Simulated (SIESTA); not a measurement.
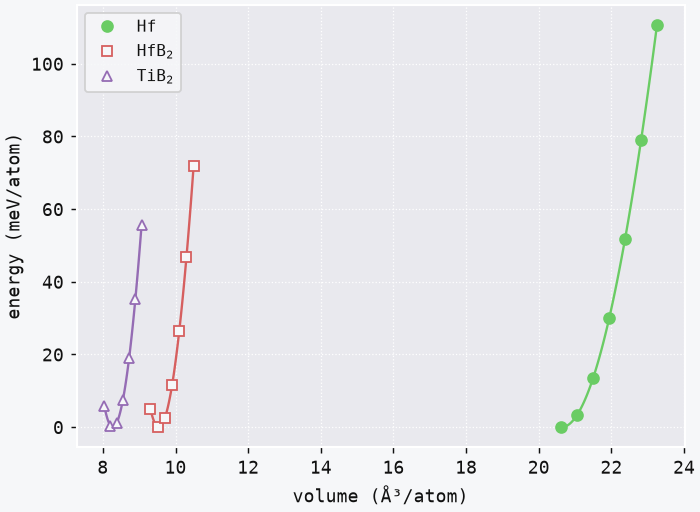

Plotted: energy against volume, with one curve for each compound, for Hf, HfB₂ and TiB₂ (all in space group P6/mmm (No. 191)).

Calculation (SIESTA 5.4.2): DFT in numerical atomic orbitals with pseudopotentials, no spin polarisation; energies at scaled volumes of the given cell, shape and fractions fixed, counted from the fit's minimum, third-order Birch-Murnaghan fit. Level: LDA.

- occupations: Fermi–Dirac
- smearing width: 0.05 eV
- potentials: PseudoDojo 0.4 standard, converted to PSML, two zetas on semicore shells

Settings that differ: Hf: k mesh 6×6×9; HfB2: k mesh 10×10×8; TiB2: k mesh 10×10×8.

> Order the curves by fitted equilibrium volume, smallest first.

TiB₂ 8.274, HfB₂ 9.539, Hf 20.628 Å³/atom.

> Order the curves by fitted bulk modulus, smallest first.

Hf 126.0, TiB₂ 270.8, HfB₂ 278.9 GPa.

Caveats: the fit and the printed pressures don't fully agree, or the minimum lies near the end of the range (Hf); mulliken charges of long orbitals; short basis over semicore shells (Hf, HfB2); shape and atomic fractions are frozen while scaling, which makes layered, chain and framework solids too stiff.
